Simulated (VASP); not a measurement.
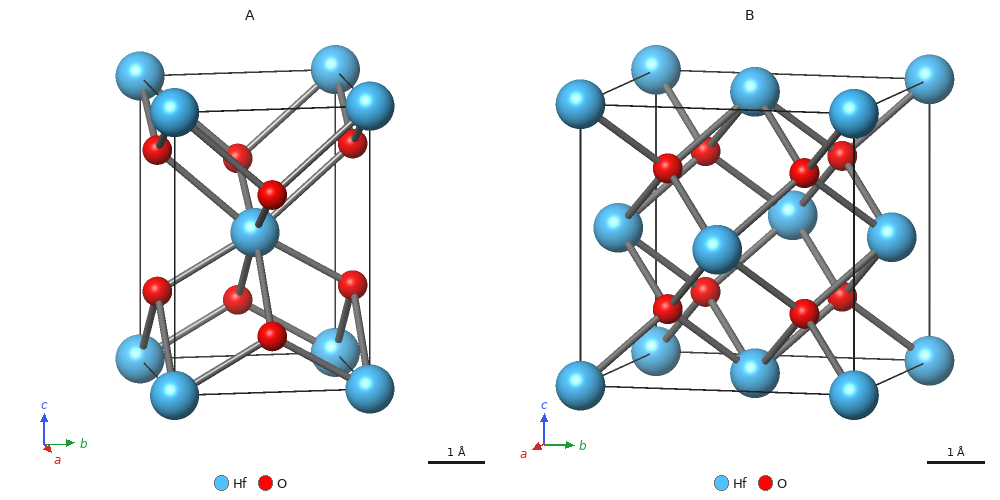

Two structures of HfO₂, each relaxed (cell and atoms) at zero pressure; conventional cells in solid outline, small ones repeated, each panel with its own scale. Alike in all runs: VASP 6.6.1; functional r2SCAN; VASP's PAW PBE potentials, release 64 (Hf_pv, O); cutoff 600 eV; occupations gaussian, width 0.02 eV; no spin polarisation; no spin-orbit coupling. The k meshes have like spacings.

> Give the type and space group of each panel.

A: 6 atoms a cell on a primitive tetragonal lattice, P4₂/nmc; B: fluorite (CaF₂ type), Fm-3m.

> Which of these is lowest in energy, and how far above it do the others lie?

A, then B (+32 meV/atom), static energies at zero smearing.

> Collect the results in a table.

| panel | space group | E − E(lowest) (meV/atom) | volume (Å³/atom) | gap (eV) |
| --- | --- | --- | --- | --- |
| A | P4₂/nmc | 0 | 10.9 | 5.30 |
| B | Fm-3m | 32 | 10.6 | 4.36 |

The starts are database entries or structure types tried for this composition, and the most stable form need not be among them. Approximate functionals can misorder forms that lie within a few tens of meV/atom, as they do the rutile and anatase forms of TiO₂. Gaps are the least found on the k-mesh, which can miss the band edges.

Caveat: spin-orbit coupling is left out, which shifts the gaps of compounds of heavy elements; semilocal functionals give gaps below the measured ones.
